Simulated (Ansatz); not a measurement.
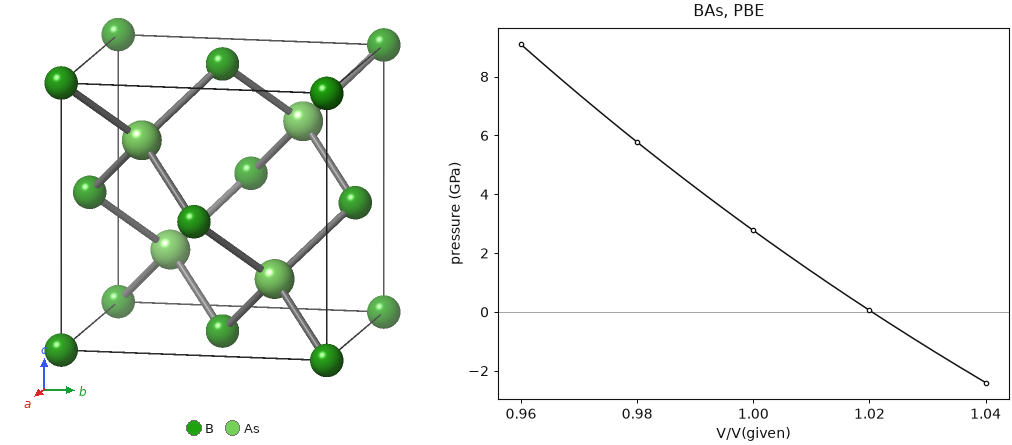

The plot gives the computed pressure against V/V(given) for BAs, space group F-43m (No. 216). The conventional cell is drawn beside the plot.

The given structure:
```cif
data_structure
_symmetry_space_group_name_H-M 'P 1'
_symmetry_Int_Tables_number 1
_cell_length_a 3.3778
_cell_length_b 3.3778
_cell_length_c 3.3778
_cell_angle_alpha 60.000
_cell_angle_beta 60.000
_cell_angle_gamma 60.000
_cell_volume 27.25
loop_
_atom_site_label
_atom_site_type_symbol
_atom_site_fract_x
_atom_site_fract_y
_atom_site_fract_z
_atom_site_occupancy
B1 B 0.00000 0.00000 0.00000 1
As1 As 0.75000 0.75000 0.75000 1
```

Calculation (Ansatz 0.2.0): periodic Kohn-Sham DFT of a crystal at fixed atoms, scaled to the stated factor times the given cell; pressure positive in compression. Level: PBE.

```
       setting            value
        method  frozen-core PAW
    relativity           scalar
        k mesh         13×13×13
   occupations      Fermi–Dirac
smearing width          0.05 eV
   wave cutoff           420 eV
       PAW set           soft_2
```

V(given) is 13.63 Å³/atom.

### How does the pressure vary with V/V(given)?

It falls from 9.1 GPa at V/V(given) 0.96 to −2.4 GPa at 1.04, and changes sign near 1.02.

### What does the calculation give for the volume at zero pressure from a fit of the pressures?

13.9 Å³/atom.
